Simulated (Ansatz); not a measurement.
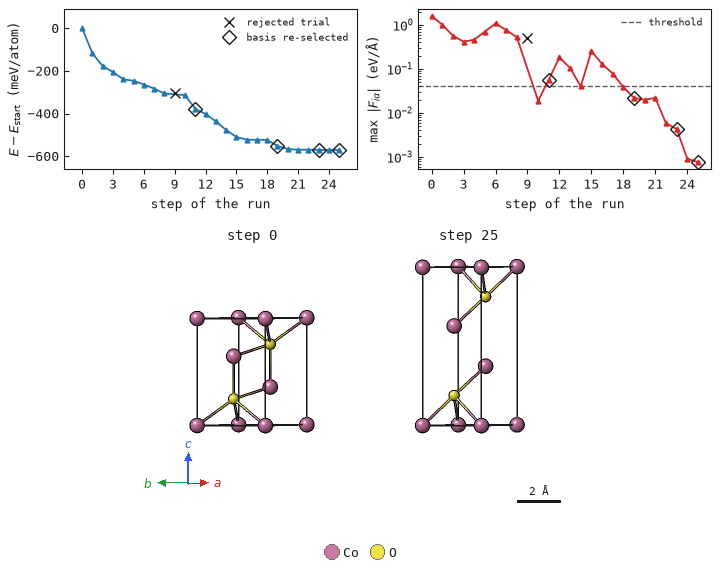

First and last geometry of a relaxation of a crystal of Co3O2 (built on the A-type sesquioxide_164 type) (coarse preliminary run), with the history of the run. A ball-and-stick model of the cell of the calculation, seen from a free direction.

Case: anti-A-type sesquioxide type (P-3m1, No. 164).

All numbers below come from DFT PBE, scalar-relativistic, plane waves, PAW in Ansatz. Settings: plane-wave cutoff 420 eV; k-point mesh 6 × 6 × 4; occupations gaussian; smearing width 0.1 eV; collinear spin; cell and atoms relaxed; force threshold 0.04 eV/Å; at most 70 steps.

Question: What do the curves and the structures tell?

Answer: It converged. Over 20 accepted moves (25 points after the start) the energy falls by 571 meV per atom. Largest force component: 1.6 eV/Å at the start, 0.00076 eV/Å at the end. The pressure goes from 40.44 to 0.01 GPa. The line search rejected the trial step at point 9 of the run. The SCF was repeated 4 times at an unchanged geometry on a basis and grid sized afresh for the cell, which shifted the energy by 64.7 meV per atom at most. The largest moves relative to the cell, 0.42 Å, are those of O atoms. By element the largest moves are O 0.42 Å, Co 0.13 Å. Cell: a = b 3.201 → 2.756 Å (−13.9 %), c 4.980 → 7.364 Å (+47.9 %). Volume +9.7 %. Among the contacts that change: Co–O 1.992 → 3.236 Å, Co–O 1.927 → 2.089 Å, Co–Co 2.345 → 2.464 Å, Co–O 2.214 → 2.111 Å. Bonds break: Co–O (1.99 → 3.24 Å). Among the angles between lasting bonds that change: O–Co–O 112.3° → 82.5°, Co–O–Co 112.3° → 82.5°, Co–O–Co 75.9° → 98.0°. The space group stays P-3m1 (No. 164). Cost: 97 s on 1 thread of Intel(R) Xeon(R) 6975P-C (Granite Rapids), with other jobs on the host, peak memory 0.42 GiB.

```
step  E − E(0), meV/atom  largest force component, eV/Å  pressure, GPa  volume, Å³/atom                      note
   0                0.00                         1.5869          40.44            8.836                          
   1             -118.19                         1.0077          20.24            9.460                          
   2             -177.65                         0.5696           2.96           10.156                          
   3             -205.59                         0.4167           0.21           10.246                          
   4             -239.63                         0.4588           0.47           10.197                          
   5             -246.49                         0.7060          -0.23           10.184                          
   6             -263.95                         1.0762          -3.67           10.118                          
   7             -282.95                         0.7629          -5.68           10.100                          
   8             -306.05                         0.5225          -2.76            9.791                          
   9             -304.79                         0.5017           3.53            9.623                  rejected
  10             -313.53                         0.0189          -0.07            9.684                          
  11             -378.28                         0.0573           8.73            9.684  same geometry, new basis
  12             -402.06                         0.1820           5.70            9.837                          
  13             -436.47                         0.1047           4.51            9.860                          
  14             -477.03                         0.0401           2.02            9.903                          
  15             -509.83                         0.2549           0.77            9.802                          
  16             -522.74                         0.1293          -1.04            9.665                          
  17             -523.33                         0.0786           0.96            9.599                          
  18             -523.40                         0.0385          -0.01            9.628                          
  19             -552.61                         0.0220           4.29            9.628  same geometry, new basis
  20             -566.55                         0.0199           2.13            9.648                          
  21             -569.84                         0.0219          -0.11            9.683                          
  22             -569.86                         0.0058          -0.09            9.694                          
  23             -570.93                         0.0043           0.11            9.694  same geometry, new basis
  24             -571.02                         0.0009           0.01            9.690                          
  25             -571.02                         0.0008           0.01            9.690  same geometry, new basis
```
